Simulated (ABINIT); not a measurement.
## Single-point calculation, with input and output: Ge (part 1 of 2)

Ge (P1, 8 atoms in the cell), computed with Kohn-Sham DFT of a periodic cell, PBE, JTH PAW PBE v2.0, no spin polarisation (ABINIT 10.8.3).

The structure derives from a Materials Project entry.

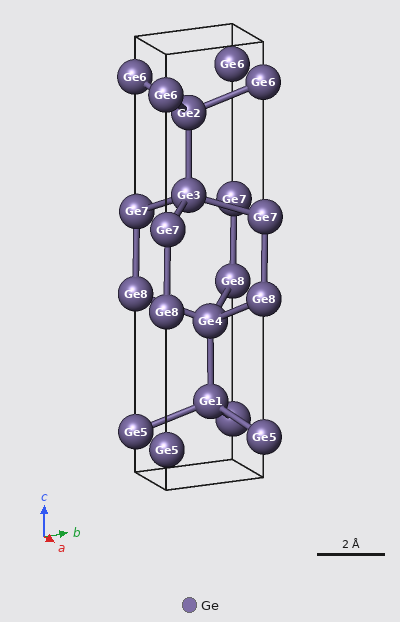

Figure 1. The structure (ball-and-stick view of the cell of the calculation, seen slightly off an axis; atoms are numbered from 1 in the order of the input). An atom can appear more than once, as a periodic image. Near neighbours in the periodic cell (some may lie outside the picture): Ge has 4 Ge at 2.38 to 2.50 Å.

### Summary

| quantity | value |
| --- | --- |
| outcome | converged |
| space group (tolerance 0.01 Å) | P1 (1) |
| electrons treated | 112 |
| free energy | −20806.6170 eV |
| Fermi energy | 6.926 eV |
| gap on the k-point mesh | none (metallic) |
| pressure | 2.58 GPa |
| largest force (length of the vector) | 0.920 eV/Å |
| hardware | 4 threads of Intel Xeon (Sapphire Rapids), 16 GiB of memory available, shared host |
| wall time | 14 min (CPU time 56 min) |
| peak memory | 1.2 GiB |

### Input
```
pp_dirpath "./"
pseudos "Ge.GGA_PBE-JTH.xml"

acell 3*1.0 Angstrom
rprim
     4.0031158814     0.0000000000     0.0000000000
    -2.0015579407     3.4668000476     0.0000000000
     0.0000000000     0.0000000000    13.1567068600
ntypat 1
znucl 32
natom 8
typat 1 1 1 1 1 1 1 1
xcart
    -0.0131097857     4.4073233238     3.8935534674
     3.8864122296     2.1954332258    20.9783426647
     3.7899195168     2.2174914617    16.2564925889
     0.0100384799     4.3726145225     8.4837810836
     0.0349682541     0.0431010199     2.3118711820
     0.0737037749    -0.0218682481    22.5681301488
    -0.0408347508     0.1165345710    14.8659786247
    -0.0257089479     0.0406246275    10.1788615629
chkprim 0
chksymtnons 0
tolsym 1.0e-6

ecut 22.0
pawecutdg 44.0
pawxcdev 0

kptopt 1
ngkpt 8 8 2
nshiftk 1
shiftk 0.0 0.0 0.0

ixc 11

nband 68
occopt 3
tsmear 0.00183747

nstep 100
tolvrs 1.0e-9

iomode 3
prtwf 0
prtden 0
prteig 0
prtebands 0
enunit 2
```

Command:
```bash
mpirun --bind-to none -np 4 abinit run.abi > log 2>&1
```

### Output
```
.Version 10.8.3 of ABINIT
 Symmetries : space group P1 (#  1); Bravais aP (primitive triclinic)
================================================================================
 Values of the parameters that define the memory need of the present run
     intxc =       0    ionmov =       0      iscf =      17    lmnmax =      18
     lnmax =       6     mgfft =     108  mpssoang =       3    mqgrid =    7424
     natom =       8  nloc_mem =       2    nspden =       1   nspinor =       1
    nsppol =       1      nsym =       1    n1xccc =       1    ntypat =       1
    occopt =       3   xclevel =       2
       mpw =        6102          nfft =      110592          nkpt =          68
Pmy_natom=         2
 PAW method is used; the additional fine FFT grid is defined by:
   mgfftf=       150    nfftf =    345600
================================================================================
================================================================================

--------------------------------------------------------------------------------
------------- Echo of variables that govern the present computation ------------
--------------------------------------------------------------------------------
 -outvars: echo values of preprocessed input variables --------
            acell      1.8897261259E+00  1.8897261259E+00  1.8897261259E+00 Bohr
              amu      7.26100000E+01
          chkprim           0
      chksymtnons           0
             ecut      2.20000000E+01 Hartree
           enunit           2
                       outvar_i_n : Printing only first  50 k-points.
              ixc          11
                       outvar_i_n : Printing only first  50 k-points.
         kptrlatt        8    0    0      0    8    0      0    0    2
          kptrlen      4.97251454E+01
            natom           8
            nband          68
            ngfft          32      32     108
          ngfftdg          48      48     150
             nkpt          68
            nstep         100
             nsym           1
           ntypat           1
                       prtocc : prtvol=0, do not print more k-points.
           occopt           3
        pawecutdg      4.40000000E+01 Hartree
         pawxcdev           0
           prtden           0
        prtebands           0
           prteig           0
            prtwf           0
            rprim      4.0031158814E+00  0.0000000000E+00  0.0000000000E+00
                      -2.0015579407E+00  3.4668000476E+00  0.0000000000E+00
                       0.0000000000E+00  0.0000000000E+00  1.3156706860E+01
          spgroup           1
           tolsym      1.00000000E-06
           tolvrs      1.00000000E-09
           tsmear      1.83747000E-03 Hartree
            typat      1  1  1  1  1  1  1  1
           useylm           1
                       outvars : Printing only first  50 k-points.
           xangst     -6.9373998276E-03  2.3322550625E+00  2.0603797630E+00
                       2.0566007827E+00  1.1617732304E+00  1.1101260853E+01
                       2.0055390381E+00  1.1734459461E+00  8.6025654014E+00
                       5.3121347916E-03  2.3138879558E+00  4.4894236087E+00
                       1.8504403162E-02  2.2808077482E-02  1.2233895432E+00
                       3.9002358008E-02 -1.1572178529E-02  1.1942540159E+01
                      -2.1608819522E-02  6.1667439214E-02  7.8667371006E+00
                      -1.3604589336E-02  2.1497627060E-02  5.3864215684E+00
            xcart     -1.3109785700E-02  4.4073233238E+00  3.8935534674E+00
                       3.8864122296E+00  2.1954332258E+00  2.0978342665E+01
                       3.7899195168E+00  2.2174914617E+00  1.6256492589E+01
                       1.0038479900E-02  4.3726145225E+00  8.4837810836E+00
                       3.4968254100E-02  4.3101019900E-02  2.3118711820E+00
                       7.3703774900E-02 -2.1868248100E-02  2.2568130149E+01
                      -4.0834750800E-02  1.1653457100E-01  1.4865978625E+01
                      -2.5708947900E-02  4.0624627500E-02  1.0178861563E+01
             xred      3.3463699977E-01  6.7273999955E-01  1.5660299989E-01
                       6.8130699954E-01  3.3511399977E-01  8.4377199943E-01
                       6.7023499954E-01  3.3848099977E-01  6.5385399956E-01
                       3.3504799978E-01  6.6744199955E-01  3.4122699977E-01
                       7.9119999957E-03  6.5789999911E-03  9.2985999935E-02
                       8.0739999982E-03 -3.3379999914E-03  9.0771499939E-01
                       3.4959999968E-03  1.7787999990E-02  5.9792599959E-01
                      -2.9800000829E-04  6.2009999898E-03  4.0940499972E-01
            znucl       32.00000

================================================================================

 chkinp: Checking input parameters for consistency.

================================================================================
== DATASET  1 ==================================================================

--- !DatasetInfo
iteration_state: {dtset: 1, }
dimensions: {natom: 8, nkpt: 68, mband: 68, nsppol: 1, nspinor: 1, nspden: 1, mpw: 6102, }
cutoff_energies: {ecut:  22.0, pawecutdg:  44.0, }
electrons: {nelect:   1.12000000E+02, charge:   0.00000000E+00, occopt:   3.00000000E+00, tsmear:   1.83747000E-03, }
meta: {optdriver: 0, ionmov: 0, optcell: 0, iscf: 17, paral_kgb: 0, }
...

 Exchange-correlation functional for the present dataset will be:
  GGA: Perdew-Burke-Ernzerhof functional - ixc=11
  J.P.Perdew, K.Burke, M.Ernzerhof, PRL 77, 3865 (1996)

 Real(R)+Recip(G) space primitive vectors, cartesian coordinates (Bohr,Bohr^-1):
 R(1)=  7.5647927  0.0000000  0.0000000  G(1)=  0.1321913  0.0763207  0.0000000
 R(2)= -3.7823963  6.5513026  0.0000000  G(2)=  0.0000000  0.1526414  0.0000000
 R(3)=  0.0000000  0.0000000 24.8625727  G(3)=  0.0000000  0.0000000  0.0402211
 Unit cell volume ucvol=  1.2321704E+03 bohr^3
 Angles (23,13,12)=  9.00000000E+01  9.00000000E+01  1.20000000E+02 degrees

 Coarse grid specifications (used for wave-functions):

 getcut: wavevector=  0.0000  0.0000  0.0000  ngfft=  32  32 108
         ecut(hartree)=     22.000   => boxcut(ratio)=   2.00344

 Fine grid specifications (used for densities):

 getcut: wavevector=  0.0000  0.0000  0.0000  ngfft=  48  48 150
         ecut(hartree)=     44.000   => boxcut(ratio)=   2.02048

--- Pseudopotential description ------------------------------------------------
- pspini: atom type   1  psp file is ./Ge.GGA_PBE-JTH.xml
 Pseudopotential format is: paw10
 basis_size (lnmax)=  6 (lmn_size= 18), orbitals=   0   0   1   1   2   2
 Spheres core radius: rc_sph= 2.30476891
 Shapefunction is SIN type: shapef(r)=[sin(pi*r/rshp)/(pi*r/rshp)]**2
 Radius for shape functions =  1.99988291
 Compensation charge density is not taken into account in XC energy/potential

   1.81557575E+04                                ecore*ucvol(ha*bohr**3)
--------------------------------------------------------------------------------

================================================================================

--- !BeginCycle
iteration_state: {dtset: 1, }
solver: {iscf: 17, nstep: 100, nline: 4, wfoptalg: 10, }
tolerances: {tolvrs: 1.00E-09, }
...

     iter   Etot(hartree)      deltaE(h)  residm     nres2
 ETOT  1  -759.10420974700    -7.591E+02 8.035E+00 1.055E+01
 ETOT  2  -764.66105567479    -5.557E+00 7.297E-01 6.627E+00
 ETOT  3  -764.64069277168     2.036E-02 1.834E-01 2.344E+00
 ETOT  4  -764.62893240557     1.176E-02 1.665E-01 2.010E-01
 ETOT  5  -764.62813507330     7.973E-04 6.855E-02 4.840E-02
 ETOT  6  -764.62880936372    -6.743E-04 3.429E-02 1.143E-02
 ETOT  7  -764.62898549404    -1.761E-04 1.710E-02 4.615E-03
 ETOT  8  -764.62898772767    -2.234E-06 2.269E-02 9.025E-04
 ETOT  9  -764.62904455353    -5.683E-05 1.349E-02 8.030E-04
 ETOT 10  -764.62906230086    -1.775E-05 6.930E-03 3.098E-04
 ETOT 11  -764.62906456511    -2.264E-06 6.652E-03 1.152E-04
 ETOT 12  -764.62906585695    -1.292E-06 2.725E-03 3.107E-05
 ETOT 13  -764.62906828086    -2.424E-06 3.981E-03 3.700E-05
 ETOT 14  -764.62907060532    -2.324E-06 7.555E-04 3.166E-05
 ETOT 15  -764.62907161549    -1.010E-06 2.270E-03 3.970E-06
 ETOT 16  -764.62907188746    -2.720E-07 3.778E-04 7.850E-06
 ETOT 17  -764.62907189828    -1.082E-08 1.043E-03 2.448E-06
 ETOT 18  -764.62907195949    -6.122E-08 3.161E-04 2.286E-06
 ETOT 19  -764.62907202513    -6.564E-08 5.089E-04 1.890E-06
 ETOT 20  -764.62907202678    -1.646E-09 2.614E-04 1.284E-06
 ETOT 21  -764.62907202705    -2.740E-10 3.291E-04 9.800E-07
 ETOT 22  -764.62907201980     7.253E-09 2.137E-04 5.202E-07
 ETOT 23  -764.62907201073     9.076E-09 2.084E-04 7.876E-08
 ETOT 24  -764.62907201178    -1.053E-09 1.732E-04 8.340E-08
 ETOT 25  -764.62907201282    -1.040E-09 1.303E-04 4.859E-08
 ETOT 26  -764.62907201304    -2.167E-10 1.393E-04 2.201E-08
 ETOT 27  -764.62907201399    -9.508E-10 8.084E-05 3.712E-08
 ETOT 28  -764.62907201414    -1.536E-10 1.275E-04 1.024E-08
 ETOT 29  -764.62907201408     5.571E-11 5.884E-05 1.727E-09
 ETOT 30  -764.62907201437    -2.901E-10 1.172E-04 1.652E-09
 ETOT 31  -764.62907201445    -7.208E-11 5.407E-05 5.023E-10

 At SCF step   31       nres2   =  5.02E-10 < tolvrs=  1.00E-09 =>converged.

 Cartesian components of stress tensor (hartree/bohr^3)
  sigma(1 1)= -9.46724977E-05  sigma(3 2)= -7.04190804E-06
  sigma(2 2)= -8.71238461E-05  sigma(3 1)= -4.61081626E-06
  sigma(3 3)= -8.10356743E-05  sigma(2 1)=  1.28966321E-05
```
